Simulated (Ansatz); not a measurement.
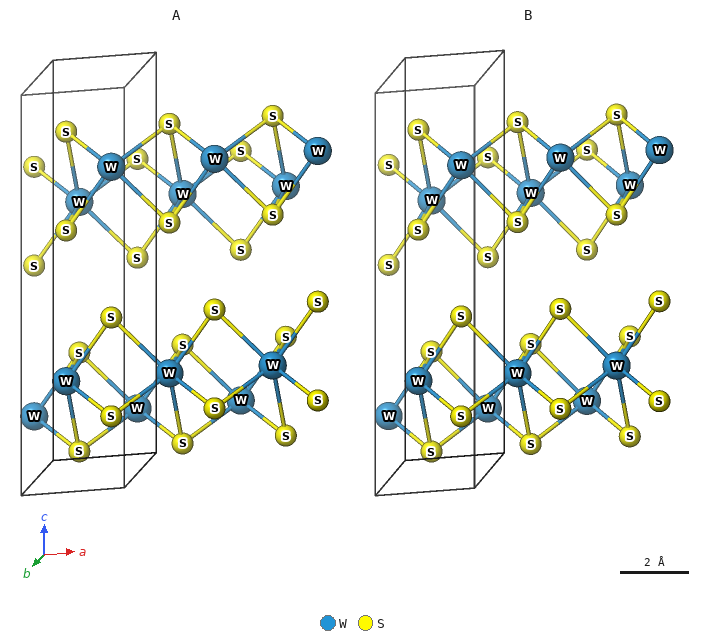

Two geometries of crystalline WS2 (set up in P6_3/mmc): one is the relaxed structure, the other was perturbed away from it. A ball-and-stick model of the cell of the calculation, repeated 3 × 2 × 1 with one cell outlined, seen from a free direction.

All numbers below come from DFT PBEsol, scalar-relativistic, plane waves, PAW (Ansatz 0.2.0). Set-up: plane-wave cutoff 420 eV; k-point mesh 12 × 12 × 2; occupations gaussian; smearing width 0.02 eV; no spin polarisation.

> Which is the distorted one, and what does the distortion cost?

Structure B is the perturbed one. Uniaxial strain along a, −4.0 %, is applied. The b and c axes and the atoms are relaxed. Energy change: +23.7 meV per atom. The pressure goes from 0.0 to 3.6 GPa. The principal stresses (compression positive) are 11.0 GPa along a and none across it. Cell: a 3.146 → 3.020 Å (−4.0 %), b 3.146 → 3.133 Å (−0.4 %), c 12.705 → 12.778 Å (+0.6 %), γ 120.0° → 118.8°. Volume −2.7 %. The largest moves relative to the cell, 0.017 Å, are those of S atoms. Largest moves by element: S 0.017 Å, W 0.001 Å. Near-neighbour distances before and after: S–W 2.399 → 2.379 to 2.410 Å. The space group (tolerance 0.01 Å) goes from P6_3/mmc (No. 194) to Cmcm (No. 63).

Limits of the set-up: layers or molecules are held without a dispersion correction, so their spacing is unreliable.
